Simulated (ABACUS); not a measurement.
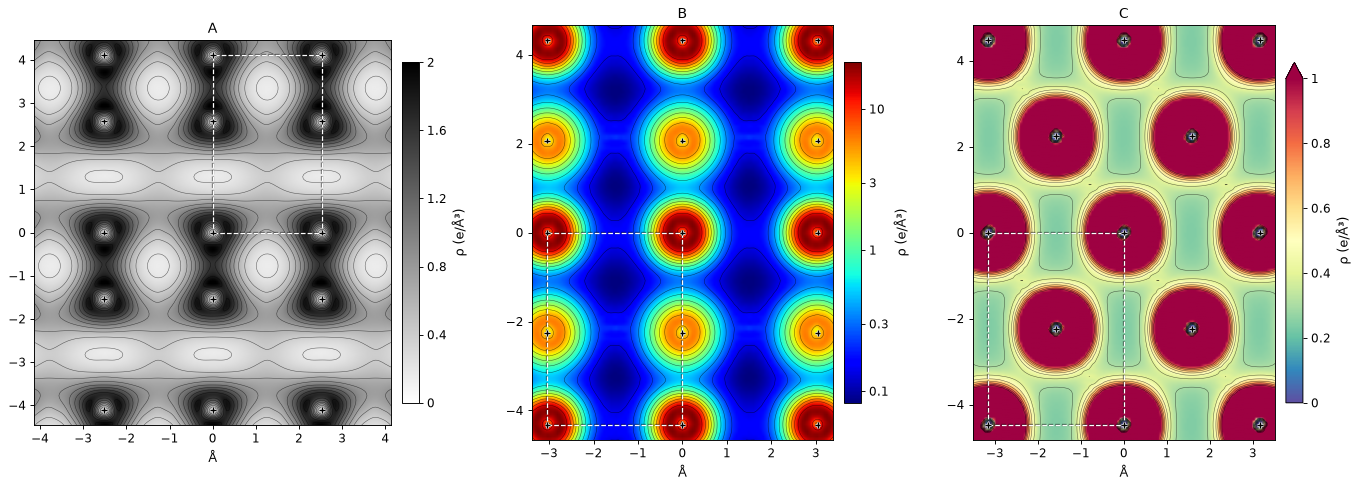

The valence electron density of 3 systems, each on a plane through atoms (crosses mark nuclei in the plane).

Level of theory: Kohn-Sham DFT of a periodic cell, PBEsol, PseudoDojo NC SR 0.4.1 PBEsol standard (ABACUS).

System 1: FeO, the (101̄) plane of the conventional cell. Space group Cm; changed on purpose from its base cell (atoms moved at random by about 0.05 A); computed pressure about −9 GPa in this cell; spin-polarised.

```
CELL_PARAMETERS angstrom
4.55646 -2.63067 0.00000
1.51882 2.63067 0.00000
-1.51882 0.87689 2.51958
ATOMIC_POSITIONS crystal
Fe 0.00349 0.00000 0.00602
Fe 0.50349 0.50000 0.00602
O 0.98239 0.49935 0.48186
O 0.48239 0.99935 0.48186
```

System 2: Mo, the (11̄0) plane of the conventional cell. Space group Im-3m; a structure from a database of computed crystals, not necessarily the ambient phase; computed pressure about −9 GPa in this cell.

System 3: C, the (100) plane of the conventional cell. Space group P6₃/mmc.

Match each panel to its system.

Answer. Panel A is system 3, C: the plane holds C. C–C (1.54 Å): the density is about 1.6 e/Å³ at the midpoint. Panel B is system 1, FeO: the plane holds Fe and O. Fe–O (2.07 Å): ρ at the midpoint is about 0.5 e/Å³. Panel C is system 2, Mo: the plane holds Mo. Mo–Mo (2.74 Å): ρ is about 0.37 e/Å³ halfway.
